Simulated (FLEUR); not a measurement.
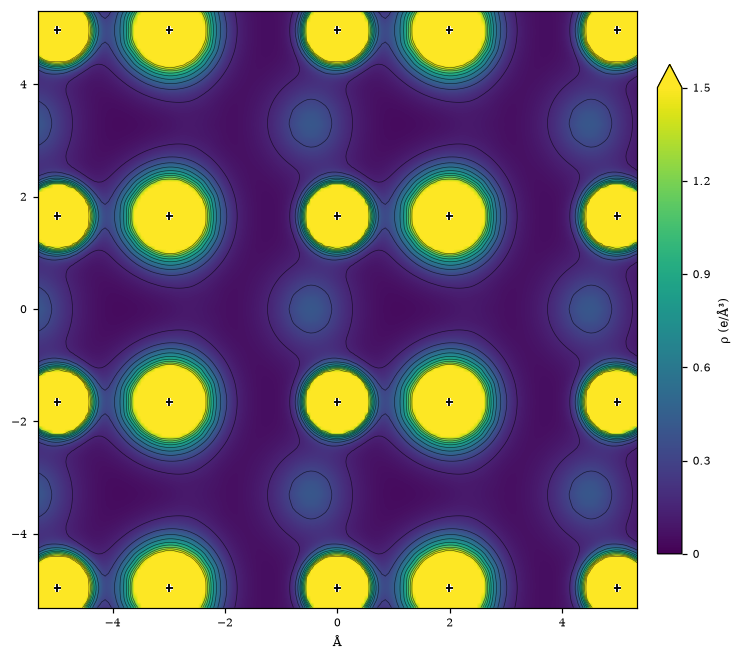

The electron density on a plane through atoms (crosses mark nuclei in the plane).

Computed with FLEUR MaX-R8.1 (patched build s14), Kohn-Sham DFT of a periodic cell, PBE, all-electron.

Candidates:
A. MgO, a = 3.31 Å, b = 3.31 Å, c = 4.98 Å, α = 90.00°, β = 90.00°, γ = 120.00°. Space group P6₃mc; a structure from a database of computed crystals, not necessarily the ambient phase.
B. Au, a = 4.07 Å, b = 4.07 Å, c = 4.07 Å, α = 90.00°, β = 90.00°, γ = 90.00°. Space group Fm-3m.
C. PbS, a = 3.79 Å, b = 4.09 Å, c = 4.09 Å, α = 120.00°, β = 90.00°, γ = 90.00°. Space group P1; a structure from a database of computed crystals, not necessarily the ambient phase; changed on purpose from its base cell (atoms moved at random by about 0.05 A).

Which candidate gave the map?

Candidate A: MgO on the (11̄0) plane of the conventional cell, which holds Mg and O. Mg–O (1.99 Å): the density is about 0.43 e/Å³ at the midpoint.
